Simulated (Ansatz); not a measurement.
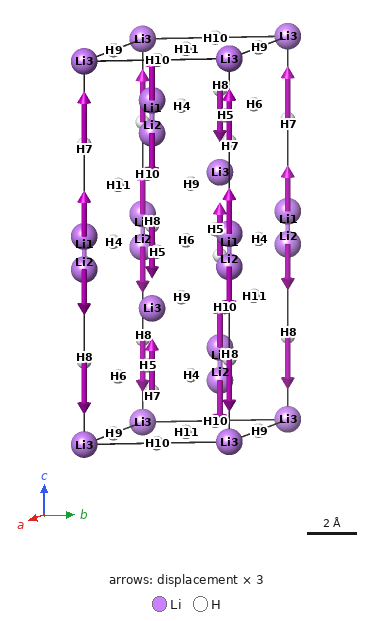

A relaxation of solid Li3H8 (a generated structure, set up in R-3m) (coarse preliminary run). The starting structure is drawn; purple arrows show the displacements (the part carried along by the change of the cell is left out), 3 times their true length.

A ball-and-stick model of the conventional cell (3 times the calculation's cell), seen slightly off an axis. Lengths and directions refer to the drawn axes.

The calculation used DFT PBE, scalar-relativistic, plane waves, PAW in Ansatz. (plane-wave cutoff 420 eV; k-point mesh 6 × 6 × 6; occupations gaussian; smearing width 0.1 eV; no spin polarisation; cell and atoms relaxed; force threshold 0.04 eV/Å; at most 70 steps)

Question: What did the optimiser do to the structure, and how much energy did it gain?

Answer: After 7 accepted moves (8 points after the start) the energy has fallen by 993 meV per atom. The largest force component goes from 6.9 to 0.033 eV/Å. Pressure: −7.53 GPa at the start and −0.18 GPa at the end. At 1 point the geometry stayed and the basis and grid were re-selected for the new cell (energy shift of 1.4 meV per atom at most each time). The largest moves relative to the cell, 0.75 Å, are those of H7 and H8. H7 goes along +c. By element the largest moves are H 0.75 Å, Li 0.64 Å. Cell: a = b 6.052 → 4.212 Å (−30.4 %), c 16.108 → 15.162 Å (−5.9 %). Volume −54.4 %. Among the contacts that change: Li1–Li2 1.394 → 2.602 Å, Li3–H10 3.026 → 2.106 Å, Li1–H10 2.646 → 1.727 Å. New bonds form: Li1–H10 (2.65 → 1.73 Å), Li1–H11 (2.65 → 1.73 Å), Li1–H9 (2.65 → 1.73 Å), Li2–H10 (2.65 → 1.73 Å). Bonds break: Li1–Li2 (1.39 → 2.60 Å). The space group stays R-3m (No. 166). Cost: 48 s on 1 thread of Intel(R) Xeon(R) Processor @ 2.70GHz, on a shared host, peak memory 0.45 GiB.
